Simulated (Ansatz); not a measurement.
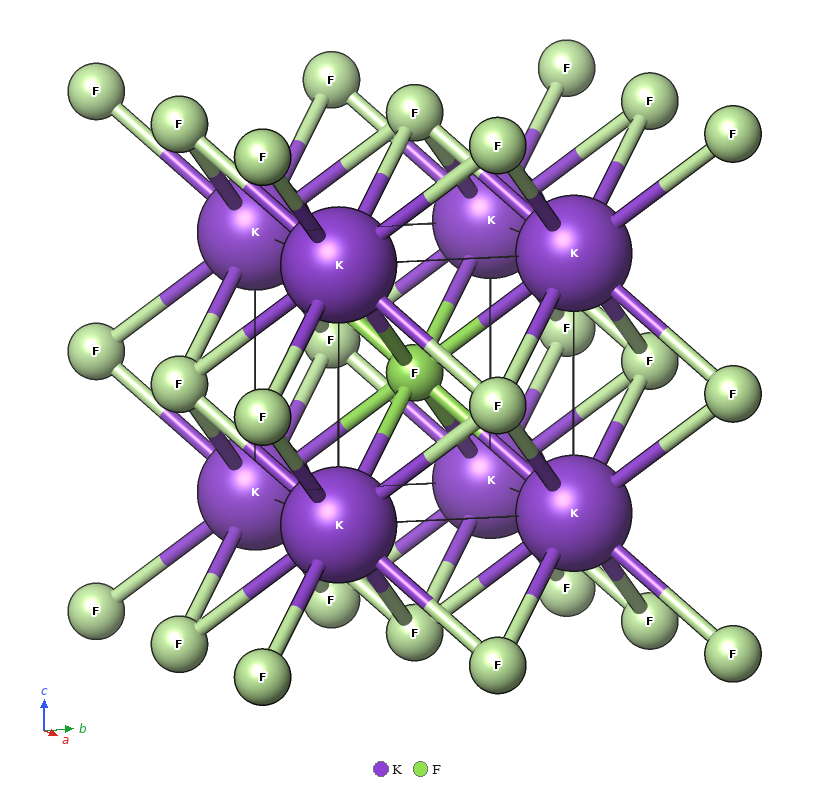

The image is a ball-and-stick drawing of a crystal, viewed slightly off an axis. The outline marks the conventional unit cell. Atoms just outside the outline that bond to atoms inside are added, in fainter colours.

KF, space group P4/mmm (No. 123), a = 3.179 Å, b = 3.179 Å, c = 3.345 Å, α = 90.00°, β = 90.00°, γ = 90.00°. Its origin is a structure type filled with these elements by a generator (whether the compound takes this form wasn't checked). The cell was then strained or its atoms displaced on purpose. A calculation with Ansatz used it as input.

This one geometry was computed with Ansatz (DFT, plane waves, PAW) at three levels of theory: r2SCAN, PBE and HSE06. It was relaxed with r2SCAN and then strained.

Which level gives the highest pressure at this volume, and what does that say about its equilibrium volume?

Highest: PBE (0.8 GPa), which points to the largest equilibrium volume. Lowest, with the smallest volume: r2SCAN (-1.9 GPa). Levels within 0.5 GPa of each other can't be told apart.

How does the band gap change with the level of theory?

PBE: a gap of 6.36 eV, indirect; r2SCAN: a gap of 7.24 eV, indirect; HSE06: a gap of 8.43 eV, indirect.

Collect the results in a table.

| level | cutoff (eV) | k-mesh of the run's cell | gap (eV) | pressure (GPa) |
| --- | --- | --- | --- | --- |
| r2SCAN | 500 | 8×8×8 | 7.24 | -1.9 |
| PBE | 420 | 8×8×8 | 6.36 | 0.8 |
| HSE06 | 420 | 6×6×6 | 8.43 | -0.4 |

Gaps are taken on the k-mesh or band path of each run.
